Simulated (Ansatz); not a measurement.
System: Li₂₇H₂O (slab).

The calculation's input:

```
crystal:
  lattice:
    - [8.638737398, 0.0, 0.0]
    - [-2.8795791327, 8.1446797267, 0.0]
    - [0.0, 0.0, 23.3085330327]
  atoms:
    - { symbol: Li, position: [0.1666666667, 0.1666666667, 0.3432219431] }
    - { symbol: Li, position: [0.1666666667, 0.5, 0.3432219431] }
    - { symbol: Li, position: [0.1666666667, 0.8333333333, 0.3432219431] }
    - { symbol: Li, position: [0.5, 0.1666666667, 0.3432219431] }
    - { symbol: Li, position: [0.5, 0.5, 0.3432219431] }
    - { symbol: Li, position: [0.5, 0.8333333333, 0.3432219431] }
    - { symbol: Li, position: [0.8333333333, 0.1666666667, 0.3432219431] }
    - { symbol: Li, position: [0.8333333333, 0.5, 0.3432219431] }
    - { symbol: Li, position: [0.8333333333, 0.8333333333, 0.3432219431] }
    - { symbol: Li, position: [0.3333333333, 0.3333333333, 0.4423389797] }
    - { symbol: Li, position: [0.3333333333, 0.6666666667, 0.4423389797] }
    - { symbol: Li, position: [0.3333333333, 0.0, 0.4423389797] }
    - { symbol: Li, position: [0.6666666667, 0.3333333333, 0.4423389797] }
    - { symbol: Li, position: [0.6666666667, 0.6666666667, 0.4423389797] }
    - { symbol: Li, position: [0.6666666667, 0.0, 0.4423389797] }
    - { symbol: Li, position: [0.0, 0.3333333333, 0.4423389797] }
    - { symbol: Li, position: [0.0, 0.6666666667, 0.4423389797] }
    - { symbol: Li, position: [0.0, 0.0, 0.4423389797] }
    - { symbol: Li, position: [0.5, 0.5, 0.5411649354] }
    - { symbol: Li, position: [0.5, 0.8333333333, 0.5411649354] }
    - { symbol: Li, position: [0.5, 0.1666666667, 0.5411649354] }
    - { symbol: Li, position: [0.8333333333, 0.5, 0.5411649354] }
    - { symbol: Li, position: [0.8333333333, 0.8333333333, 0.5411649354] }
    - { symbol: Li, position: [0.8333333333, 0.1666666667, 0.5411649354] }
    - { symbol: Li, position: [0.1666666667, 0.5, 0.5411649354] }
    - { symbol: Li, position: [0.1666666667, 0.8333333333, 0.5411649354] }
    - { symbol: Li, position: [0.1666666667, 0.1666666667, 0.5411649354] }
    - { symbol: O, position: [0.2777777778, 0.7222222222, 0.621822092] }
    - { symbol: H, position: [0.2345697097, 0.6268441181, 0.6478297348] }
    - { symbol: H, position: [0.3209858458, 0.8176003263, 0.6478297348] }
basis:
  ecutwfc: 420
kpoints:
  mp_grid: { grid: [3, 3, 1] }
hamiltonian:
  xc: pbe
  dispersion: d3bj
scf:
  occupations: { method: gaussian, width: 0.1 }
output:
  forces: true
  eigenvalues: true
  write_density: true
  write_potential: true
  elf: true
  volumetric_format: npy
relax:
  adjacent_minimum: "off"
  f_tol: 0.04
  max_steps: 100
  constraints: [{ sites: [0, 1, 2, 3, 4, 5, 6, 7, 8] }]
efield:
  axis: 3
  dipole_correction: true
  ramp_width: 0.04
```

Command:

```sh
ansatz run input.yaml --threads 2 --pin off --max-ram 6144MiB --backend cpu --events-out ev --progress --plain --runs-dir out
```

The fields are those of the relaxed geometry.

Computed without spin polarisation.

The calculation used DFT PBE+D3(BJ), scalar-relativistic, plane waves, PAW in Ansatz.

Question: Predict the valence pseudo-density and electron localisation function between the atoms.

Answer: Li–O (2.02 Å): ρ at the midpoint is about 0.32 e/Å³; the ELF peaks at about 0.90 in the valence shell of O, 0.7 Å from its nucleus, and is about 0.65 at the midpoint.

Question: Does the calculation give a band gap?

Answer: It is metallic or semimetallic at this level of theory: no gap opens.

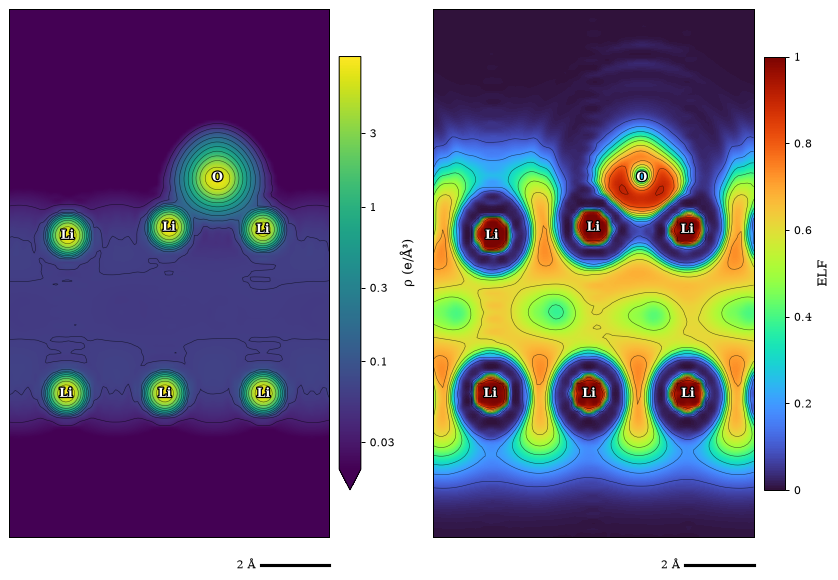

Computed valence pseudo-density and electron localisation function on the (010) plane of the calculation cell, a cut from vacuum to vacuum, in this order. 
